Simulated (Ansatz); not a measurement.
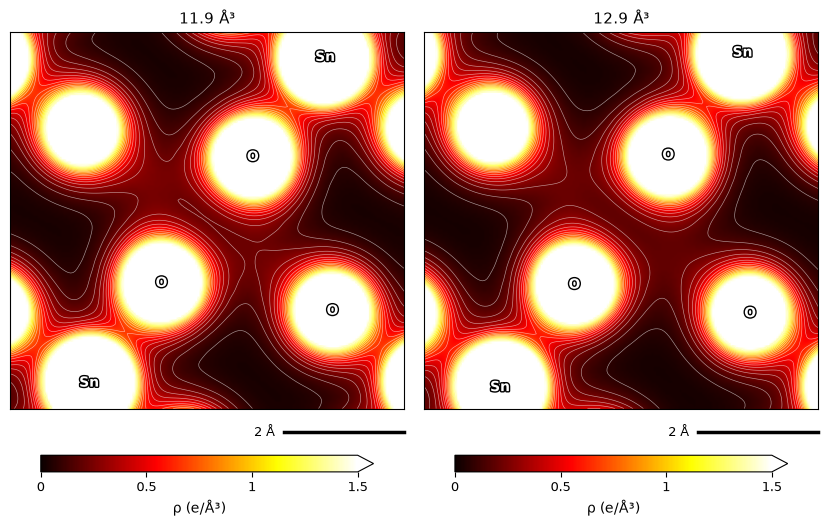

SnO2. The valence pseudo-density of cells scaled evenly to different volumes (given per atom above each panel), on the (010) plane of each (indices in the axes of the cell below), at one length scale and on one colour scale.

A structure from a database of computed crystals, not necessarily the ambient phase.

Theory: Ansatz, Kohn-Sham DFT of a periodic cell, PBEsol, Ansatz PAW.

In a PAW calculation such maps are meaningful between the atoms, not at the nuclei.

The largest cell:

```cif
data_structure
_symmetry_space_group_name_H-M 'P 1'
_symmetry_Int_Tables_number 1
_cell_length_a 5.8583
_cell_length_b 5.8583
_cell_length_c 5.8583
_cell_angle_alpha 112.130
_cell_angle_beta 108.153
_cell_angle_gamma 108.164
_cell_volume 154.52
loop_
_atom_site_label
_atom_site_type_symbol
_atom_site_fract_x
_atom_site_fract_y
_atom_site_fract_z
_atom_site_occupancy
Sn1 Sn 0.50000 0.00000 0.00000 1
Sn2 Sn 0.50000 0.50000 0.50000 1
Sn3 Sn 0.00360 0.75360 0.25000 1
Sn4 Sn 0.99640 0.24640 0.75000 1
O1 O 0.80650 0.80377 0.49728 1
O2 O 0.80650 0.30922 0.00272 1
O3 O 0.30243 0.24594 0.05650 1
O4 O 0.68944 0.24594 0.44350 1
O5 O 0.31055 0.75406 0.55649 1
O6 O 0.19350 0.69078 0.99728 1
O7 O 0.69756 0.75406 0.94350 1
O8 O 0.19350 0.19623 0.50272 1
```

| volume (Å³/atom) | Sn–O contact in the plane (Å) | ρ at its midpoint (e/Å³) | pressure (GPa) | gap on the mesh (eV) | 
| --- | --- | --- | --- | --- |
| 11.87 | 2.050 | 0.677 | 5.5 | 1.22 | 
| 12.62 | 2.093 | ? | ? | ? | 
| 12.88 | 2.107 | 0.602 | −9.7 | 0.33 | 

Q: What values belong in the row with question marks?

A: Over the known rows ln ρ falls by 2.06 per Å of Sn–O distance (the line through the two), which gives 0.620 e/Å³ at 2.093 Å; the calculation gives 0.620 e/Å³. For the pressure, a straight line in volume between the neighbouring rows gives −5.8 GPa; the calculation gives −6.6, lower because pressure rises ever faster on compression. For the gap on the mesh, a straight line in volume between the neighbouring rows gives 0.56 eV; the calculation gives 0.53.
